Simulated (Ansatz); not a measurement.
# Tantalum, bcc under PBE: ground state and equation of state, part 2 of 2

What does PBE give for tantalum in the bcc structure? We relax it, solve it on a dense k-mesh, switch on spin-orbit coupling, then scale the cell to 7 volumes from 88 to 112 % of the relaxed one and try a fit of the equation of state. The k-meshes are 13×13×13 for the relaxation; 22×22×22 for the dense run; 13×13×13 for spin-orbit coupling; 22×22×22 for the volumes. It starts from a deposited cell (COD).

Ansatz 0.2.0; DFT, PBE, plane waves (420 eV) with PAW, scalar-relativistic. Earlier steps stand in the parts before.

### Step 7. The cell scaled to 96 % of its volume

input.yaml reads:

```yaml
crystal:
  lattice:
    - [-1.6382732621, 1.6382732621, 1.6382732621]
    - [1.6382732621, -1.6382732621, 1.6382732621]
    - [1.6382732621, 1.6382732621, -1.6382732621]
  atoms:
    - { symbol: Ta, position: [0.0, 0.0, 0.0] }
hamiltonian:
  xc: pbe
  pseudopotentials:
    kind: paw
    azcp:
      Ta: "pseudopotentials/Ta.paw.azcp"
basis:
  ecutwfc: 420
  fft_grid_basis: typed
kpoints:
  mp_grid: { grid: [22, 22, 22], shift: [0, 0, 0] }
magnetization:
  spin_polarized: false
scf:
  occupations: { method: fermi_dirac, width: 0.1 }
output:
  stress: true
```

Standard output (excerpt; [...] marks lines left out):

```text
[...]
Pseudopotentials: kind: paw
Pseudopotential: Ta, paw, valence charge 13, recommended cutoff 420 eV (normal), <dir>
Functional definition: PBE
[...]
Crystal: 1 atoms, lattice volume = 17.588 Å³
Basis set: ecut = 420 eV, 321 PW (Γ)
Bands: 11, of which v1, the nominal top of the filled ones, is band 7 counted from 1 (6 counted from 0)
Symmetry: 48 space group operations
Space group: Im-3m (ITA 229), of the structure as read, at distance tolerance 2.6e-5 Å
k-points: 328 of 10648
[...]
SCF iter   1: F=—  HF=-9932.254552 eV  |F-HF|=—  |Δ(HF+E_count)|=         —  Δρ=2.17e-3  dr2=2.34e-4  ethr=1.77e-3  ⟨swp⟩=5.2  Hψ=20331  notcnv=0
[...]
SCF iter   6: F=-9932.254444 eV  HF=-9932.254444 eV  |F-HF|=0.00e0  |Δ(HF+E_count)|=  4.17e-10  Δρ=3.11e-7  dr2=5.73e-12  ethr=1.13e-11  ⟨swp⟩=1.8  Hψ=10495  notcnv=0
[...]
SCF converged after 6 iterations
Free energy (F): -9932.254444 eV
[...]
E sigma→0 (E₀):  -9932.233023 eV
Entropy (-TS):   -0.042841 eV (-42.841 meV/atom)
Fermi energy:    19.160411 eV
[...]
--- Stress (GPa, compression-positive) ---
        8.365210      -0.000000      -0.000000
        0.000000       8.365210      -0.000000
       -0.000000       0.000000       8.365210
  P = ⅓ Tr σ = 8.3652 GPa (83.652 kbar)
```

Run time: 4.5 s. Hardware: 1 thread of an x86-64 CPU, shared host; peak memory 0.55 GiB.

### Step 8. The cell scaled to 100 % of its volume

Changes to input.yaml since step 7:

```diff
@@ -2,5 +2,5 @@
   lattice:
-    - [-1.6382732621, 1.6382732621, 1.6382732621]
-    - [1.6382732621, -1.6382732621, 1.6382732621]
-    - [1.6382732621, 1.6382732621, -1.6382732621]
+    - [-1.6607181506, 1.6607181506, 1.6607181506]
+    - [1.6607181506, -1.6607181506, 1.6607181506]
+    - [1.6607181506, 1.6607181506, -1.6607181506]
   atoms:
```

Standard output (excerpt; [...] marks lines left out):

```text
[...]
[... 3 set-up lines as earlier in the session ...]
[...]
Crystal: 1 atoms, lattice volume = 18.321 Å³
Basis set: ecut = 420 eV, 369 PW (Γ)
Bands: 11, of which v1, the nominal top of the filled ones, is band 7 counted from 1 (6 counted from 0)
[... 2 set-up lines as earlier in the session ...]
k-points: 328 of 10648
[...]
SCF iter   1: F=—  HF=-9932.272702 eV  |F-HF|=—  |Δ(HF+E_count)|=         —  Δρ=2.05e-3  dr2=2.00e-4  ethr=1.77e-3  ⟨swp⟩=5.1  Hψ=20214  notcnv=0
[...]
SCF iter   6: F=-9932.272639 eV  HF=-9932.272639 eV  |F-HF|=7.28e-12  |Δ(HF+E_count)|=   4.25e-9  Δρ=7.29e-7  dr2=3.63e-11  ethr=8.71e-11  ⟨swp⟩=1.9  Hψ=11636  notcnv=0
[...]
SCF converged after 6 iterations
Free energy (F): -9932.272639 eV
[...]
E sigma→0 (E₀):  -9932.250391 eV
Entropy (-TS):   -0.044495 eV (-44.495 meV/atom)
Fermi energy:    18.294884 eV
[...]
--- Stress (GPa, compression-positive) ---
       -0.144870       0.000000       0.000000
        0.000000      -0.144870      -0.000000
       -0.000000       0.000000      -0.144870
  P = ⅓ Tr σ = -0.1449 GPa (-1.449 kbar)
```

It took 5.1 s on 1 thread of an x86-64 CPU, shared host; peak memory 0.55 GiB.

### Step 9. The cell scaled to 104 % of its volume

Changes to input.yaml since step 8:

```diff
@@ -2,5 +2,5 @@
   lattice:
-    - [-1.6607181506, 1.6607181506, 1.6607181506]
-    - [1.6607181506, -1.6607181506, 1.6607181506]
-    - [1.6607181506, 1.6607181506, -1.6607181506]
+    - [-1.6825722114, 1.6825722114, 1.6825722114]
+    - [1.6825722114, -1.6825722114, 1.6825722114]
+    - [1.6825722114, 1.6825722114, -1.6825722114]
   atoms:
```

Standard output (excerpt; [...] marks lines left out):

```text
[...]
[... 3 set-up lines as earlier in the session ...]
[...]
Crystal: 1 atoms, lattice volume = 19.054 Å³
Basis set: ecut = 420 eV, 369 PW (Γ)
Bands: 11, of which v1, the nominal top of the filled ones, is band 7 counted from 1 (6 counted from 0)
[... 1 set-up line as earlier in the session ...]
Space group: Im-3m (ITA 229), of the structure as read, at distance tolerance 2.7e-5 Å
k-points: 328 of 10648
[...]
SCF iter   1: F=—  HF=-9932.255323 eV  |F-HF|=—  |Δ(HF+E_count)|=         —  Δρ=1.94e-3  dr2=1.90e-4  ethr=1.77e-3  ⟨swp⟩=5.1  Hψ=20069  notcnv=0
[...]
SCF iter   6: F=-9932.255334 eV  HF=-9932.255334 eV  |F-HF|=2.91e-11  |Δ(HF+E_count)|=   2.51e-8  Δρ=7.92e-7  dr2=5.42e-11  ethr=4.75e-10  ⟨swp⟩=2.9  Hψ=12810  notcnv=0
[...]
SCF converged after 6 iterations
Free energy (F): -9932.255334 eV
[...]
E sigma→0 (E₀):  -9932.232335 eV
Entropy (-TS):   -0.045996 eV (-45.996 meV/atom)
Fermi energy:    17.494274 eV
[...]
--- Stress (GPa, compression-positive) ---
       -7.201665       0.000000      -0.000000
        0.000000      -7.201665      -0.000000
       -0.000000      -0.000000      -7.201665
  P = ⅓ Tr σ = -7.2017 GPa (-72.017 kbar)
```

Wall time 5.5 s (1 thread of an x86-64 CPU, shared host); peak memory 0.54 GiB.

### Step 10. The cell scaled to 108 % of its volume

Changes to input.yaml since step 9:

```diff
@@ -2,5 +2,5 @@
   lattice:
-    - [-1.6825722114, 1.6825722114, 1.6825722114]
-    - [1.6825722114, -1.6825722114, 1.6825722114]
-    - [1.6825722114, 1.6825722114, -1.6825722114]
+    - [-1.7038728551, 1.7038728551, 1.7038728551]
+    - [1.7038728551, -1.7038728551, 1.7038728551]
+    - [1.7038728551, 1.7038728551, -1.7038728551]
   atoms:
```

Standard output (excerpt; [...] marks lines left out):

```text
[...]
[... 3 set-up lines as earlier in the session ...]
[...]
Crystal: 1 atoms, lattice volume = 19.787 Å³
Basis set: ecut = 420 eV, 381 PW (Γ)
Bands: 11, of which v1, the nominal top of the filled ones, is band 7 counted from 1 (6 counted from 0)
[... 2 set-up lines as earlier in the session ...]
k-points: 328 of 10648
[...]
SCF iter   1: F=—  HF=-9932.208615 eV  |F-HF|=—  |Δ(HF+E_count)|=         —  Δρ=1.84e-3  dr2=1.85e-4  ethr=1.77e-3  ⟨swp⟩=5.1  Hψ=20115  notcnv=0
[...]
SCF iter   6: F=-9932.208617 eV  HF=-9932.208617 eV  |F-HF|=7.66e-10  |Δ(HF+E_count)|=   4.86e-8  Δρ=4.97e-6  dr2=1.57e-9  ethr=7.69e-10  ⟨swp⟩=3.9  Hψ=10466  notcnv=0
[...]
SCF converged after 6 iterations
Free energy (F): -9932.208617 eV
[...]
E sigma→0 (E₀):  -9932.184818 eV
Entropy (-TS):   -0.047598 eV (-47.598 meV/atom)
Fermi energy:    16.751293 eV
[...]
--- Stress (GPa, compression-positive) ---
      -13.040775       0.000000       0.000000
        0.000000     -13.040775      -0.000000
        0.000000      -0.000000     -13.040775
  P = ⅓ Tr σ = -13.0408 GPa (-130.408 kbar)
```

Run time: 6.4 s. Hardware: 1 thread of an x86-64 CPU, shared host; peak memory 0.55 GiB.

### Step 11. The cell scaled to 112 % of its volume

Changes to input.yaml since step 10:

```diff
@@ -2,5 +2,5 @@
   lattice:
-    - [-1.7038728551, 1.7038728551, 1.7038728551]
-    - [1.7038728551, -1.7038728551, 1.7038728551]
-    - [1.7038728551, 1.7038728551, -1.7038728551]
+    - [-1.7246538404, 1.7246538404, 1.7246538404]
+    - [1.7246538404, -1.7246538404, 1.7246538404]
+    - [1.7246538404, 1.7246538404, -1.7246538404]
   atoms:
```

Standard output (excerpt; [...] marks lines left out):

```text
[...]
[... 3 set-up lines as earlier in the session ...]
[...]
Crystal: 1 atoms, lattice volume = 20.519 Å³
Basis set: ecut = 420 eV, 381 PW (Γ)
Bands: 11, of which v1, the nominal top of the filled ones, is band 7 counted from 1 (6 counted from 0)
[... 2 set-up lines as earlier in the session ...]
k-points: 328 of 10648
[...]
SCF iter   1: F=—  HF=-9932.137559 eV  |F-HF|=—  |Δ(HF+E_count)|=         —  Δρ=1.78e-3  dr2=1.85e-4  ethr=1.77e-3  ⟨swp⟩=5.1  Hψ=20010  notcnv=0
[...]
SCF iter   6: F=-9932.137601 eV  HF=-9932.137601 eV  |F-HF|=2.45e-9  |Δ(HF+E_count)|=   5.53e-8  Δρ=9.43e-6  dr2=6.06e-9  ethr=7.69e-10  ⟨swp⟩=3.8  Hψ=9820  notcnv=0
[...]
SCF converged after 6 iterations
Free energy (F): -9932.137601 eV
[...]
E sigma→0 (E₀):  -9932.112905 eV
Entropy (-TS):   -0.049393 eV (-49.393 meV/atom)
Fermi energy:    16.059398 eV
[...]
--- Stress (GPa, compression-positive) ---
      -17.854460       0.000000       0.000000
        0.000000     -17.854460      -0.000000
        0.000000      -0.000000     -17.854460
  P = ⅓ Tr σ = -17.8545 GPa (-178.545 kbar)
```

It took 6.1 s on 1 thread of an x86-64 CPU, shared host; peak memory 0.55 GiB.

### Step 12. The equation of state

All volumes keep the relaxed shape and fractional coordinates.

```csv
V (Å³/atom),E − E₀ (meV/atom),P from the stress (GPa),P from the fit (GPa)
16.122,189.1,31.12,30.81
16.855,77.4,18.64,18.41
17.588,17.4,8.37,8.17
18.321,0.0,-0.14,-0.32
19.054,18.1,-7.20,-7.36
19.787,65.6,-13.04,-13.22
20.519,137.5,-17.85,-18.09
```

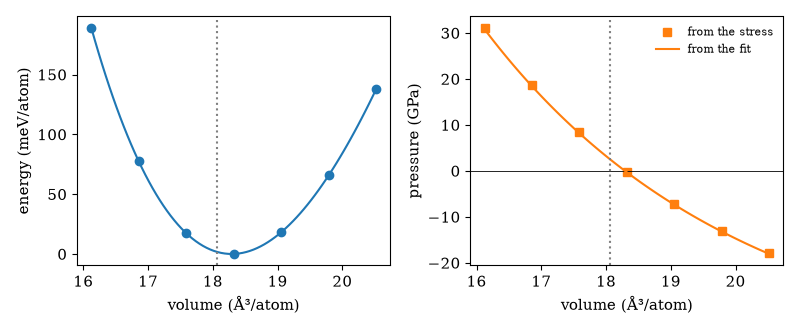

Energy and pressure against volume; the lines are the Birch-Murnaghan fit; the dotted line marks the deposited volume.

Fit (Birch-Murnaghan, third order): V₀ = 18.291 Å³/atom, B₀ = 194 GPa, B₀′ = 3.6, largest residual 0.02 meV/atom.

Fit and stress differ a little: one follows E(σ → 0), the other the smeared free energy.

### Step 13. What came out

What follows sums up all 2 parts.

| quantity | value |
| --- | --- |
| space group (spins left aside) | Im-3m (No. 229) |
| conventional cell | a = 3.321 Å |
| volume | 18.321 Å³/atom |
| shortest distance | 2.876 Å |
| against the deposited volume | +1.4 % (18.063 Å³/atom) |
| gap on the mesh | none (levels filled in part) |
| V₀, B₀, B₀′ | 18.291 Å³/atom, 194 GPa, 3.6 |

**Reading.** The volume comes out 1.4 % larger than measured. Zero-point motion and any thermal expansion in the deposited cell, which the calculation lacks, would widen the miss. Levels at the Fermi energy are filled in part, as in a metal. The total energy of the spin-orbit run lies -22.6 eV/atom from the scalar one, but the two kinds of run don't share a zero of energy: only differences within one kind count. The fitted modulus is 194 GPa.
